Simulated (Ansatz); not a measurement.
Cell and atoms:

```cif
data_structure
_symmetry_space_group_name_H-M 'P 1'
_symmetry_Int_Tables_number 1
_cell_length_a 6.8252
_cell_length_b 6.8252
_cell_length_c 4.2562
_cell_angle_alpha 90.000
_cell_angle_beta 90.000
_cell_angle_gamma 90.000
_cell_volume 198.27
loop_
_atom_site_label
_atom_site_type_symbol
_atom_site_fract_x
_atom_site_fract_y
_atom_site_fract_z
_atom_site_occupancy
Ta1 Ta 0.60484 0.21541 0.50000 1
Ta2 Ta 0.28459 0.10484 0.00000 1
Ta3 Ta 0.71541 0.89516 0.00000 1
Ta4 Ta 0.39516 0.78459 0.50000 1
N1 N 0.50000 0.50000 0.50000 1
N2 N 0.30612 0.09192 0.50000 1
N3 N 0.40808 0.80612 0.00000 1
N4 N 0.59192 0.19388 0.00000 1
N5 N 0.69388 0.90808 0.50000 1
Ta5 Ta 0.10484 0.71541 0.00000 1
Ta6 Ta 0.78459 0.60484 0.50000 1
Ta7 Ta 0.21541 0.39516 0.50000 1
Ta8 Ta 0.89516 0.28459 0.00000 1
N6 N 0.00000 0.00000 0.00000 1
N7 N 0.80612 0.59192 0.00000 1
N8 N 0.90808 0.30612 0.50000 1
N9 N 0.09192 0.69388 0.50000 1
N10 N 0.19388 0.40808 0.00000 1
```

**Say what kind of structure these coordinates give.**

The formula is Ta4N5. It is body-centred tetragonal, space group I4/m (No. 87). Counting shared atoms by their share gives 8 Ta, 10 N, or 18 atoms. The coordination, counted out to bonding distance, is Ta 10 and N 4 to 5 (mean 4.8). Not all metal-metal contacts are counted.

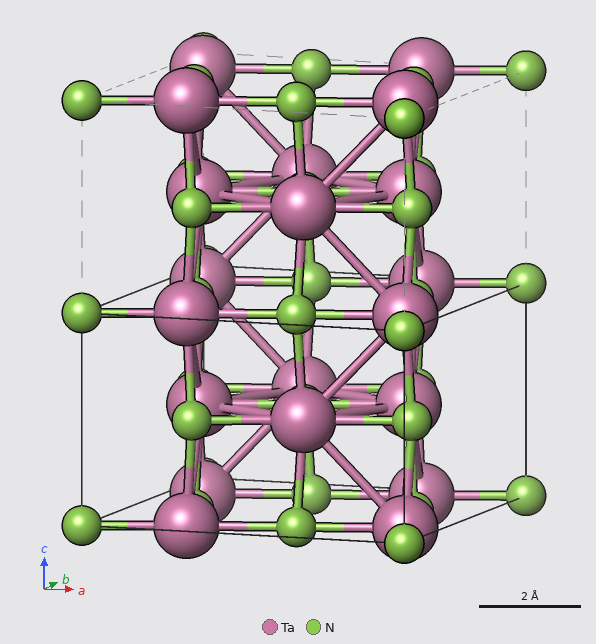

Structure drawing (ball-and-stick), viewed slightly off an axis. One conventional unit cell is drawn solid; the view covers 1×1×2 cells. Colours: tantalum pink, nitrogen green.

The structure was taken from a structure listed in the Materials Project. Earlier steps of the study, as a rule a relaxation of our own, may have changed the cell and positions, so they can lie some per cent off the listed ones. It was run through Ansatz as a DFT input.
